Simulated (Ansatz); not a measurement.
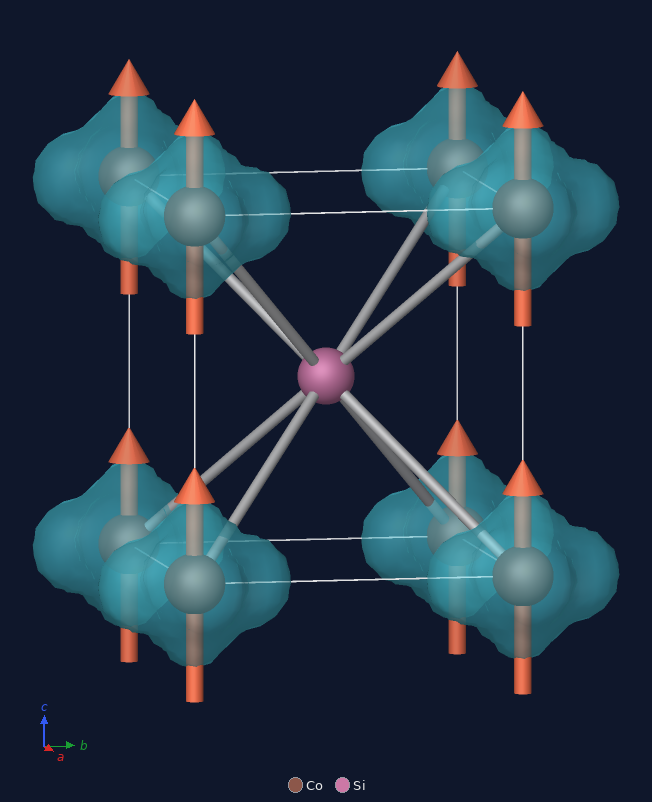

CoSi. Isosurface of the size of the magnetisation density at 0.1 e/Å³ (cyan), with the spin moments of the magnetic sites as arrows; seen slightly off an axis.

Space group P4/mmm; a structure from a database of computed crystals, not necessarily the ambient phase.

Theory: DFT, PBE, PAW with Ansatz's default frozen-core files, fully relativistic files with spin-orbit coupling in Ansatz.

The density is the valence pseudo-density of a PAW calculation; it isn't the true density close to the nuclei.

```yaml
crystal:
  lattice:
    - [2.68882, 0.00000, 0.00000]
    - [0.00000, 2.68882, 0.00000]
    - [0.00000, 0.00000, 2.97603]
  atoms:
    - { symbol: Co, position: [0.00000, 0.00000, 0.00000] }
    - { symbol: Si, position: [0.50000, 0.50000, 0.50000] }
```

### Describe the magnetic structure.

Spin moments: Co 0.4 μB. There is one magnetic site in the cell, along [0 0 1] of the cell.
